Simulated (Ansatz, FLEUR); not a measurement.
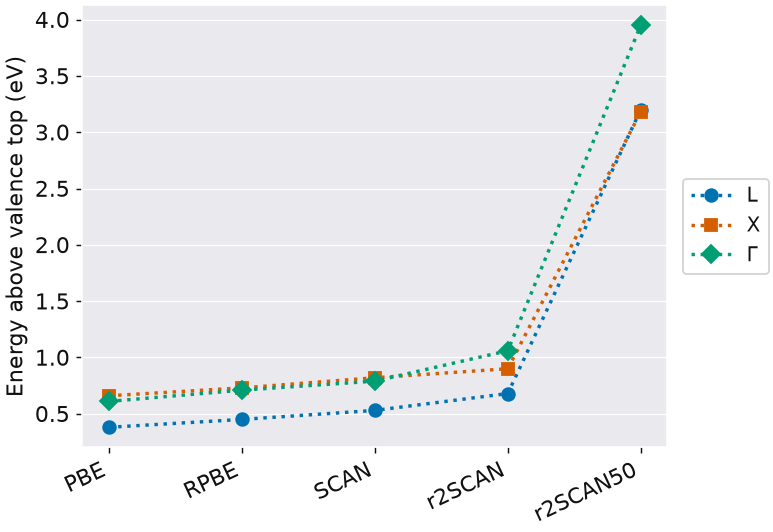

Lowest conduction level at each named k point, counted from the valence-band top at Γ, by several methods on one cell of diamond-type Ge, space group Fd-3m, 2 atoms in the primitive cell, volume scaled by a factor 0.94; cubic a = 5.542 Å. All runs are without spin-orbit coupling and carry no moments. The cell is at 9 GPa in PBE.

```csv
method,program,L (eV),X (eV),Γ (eV)
PBE,Ansatz,0.38,0.66,0.61
RPBE,Ansatz,0.45,0.73,0.71
SCAN,FLEUR,0.53,0.82,0.79
r2SCAN,Ansatz,0.68,0.90,1.06
r2SCAN50,Ansatz,3.20,3.18,3.95
```

**Estimate the PBE0 values. It was run as: PBE0, Ansatz PAW, 4×4×4 k mesh, 420 eV cutoff, Fermi-Dirac smearing of 0.05 eV (Ansatz 0.2.0).**

Exact exchange opens the gap over the semilocal values shown, the highest of which is 0.68 eV (r2SCAN) at L. PBE0 gives 1.77 eV at L, 1.90 eV at X and 2.27 eV at Γ, which is +1.39 eV from PBE at L.

**Does PBE0 shift these levels rigidly from PBE?**

The shifts are +1.39 eV at L, +1.24 eV at X and +1.66 eV at Γ, and at points that aren't plotted +1.61 eV (W): over the named points that both runs hold, a spread of 0.42 eV on a mean of 1.47 eV, so one shift describes them only roughly.

**How do the methods rank at L?**

From low to high: PBE 0.38, RPBE 0.45, SCAN 0.53, r2SCAN 0.68, PBE0 1.77, r2SCAN50 3.20 eV. Too close to rank are RPBE against SCAN (different programs, potentials and cutoffs).

Settings. PBE: Ansatz PAW, 8×8×8 k mesh, 420 eV cutoff, Fermi-Dirac smearing of 0.05 eV (Ansatz). RPBE: RPBE with D3(BJ) dispersion, Ansatz PAW, 8×8×8 k mesh, 420 eV cutoff, Fermi-Dirac smearing of 0.05 eV (Ansatz). SCAN: all-electron, 8×8×8 k mesh, Fermi-Dirac smearing of 0.05 eV (FLEUR MaX-R8.1 (later development tree)). r2SCAN: Ansatz PAW, 8×8×8 k mesh, 500 eV cutoff, Fermi-Dirac smearing of 0.05 eV (Ansatz). r2SCAN50: Ansatz PAW, 4×4×4 k mesh, 500 eV cutoff, Fermi-Dirac smearing of 0.05 eV (Ansatz 0.2.0).

These are six of the 36 methods that were run on this cell. Runs that lie over 0.07 eV from the median of the programs for their method weren't drawn. The runs come from different programs and meshes, which adds differences of its own. Spin-orbit coupling is left out, which matters for Ge. LDA, GGA and most meta-GGA functionals understate gaps. RPBE, r2SCAN, PBE0 and r2SCAN50: the PAW data sets were made with another functional. PBE0 and r2SCAN50: the k mesh is coarse, so the values aren't converged, least of all with exact exchange. SCAN: the meta-GGA is that of a development version, with a GGA for the radial functions and cores and without core tails.
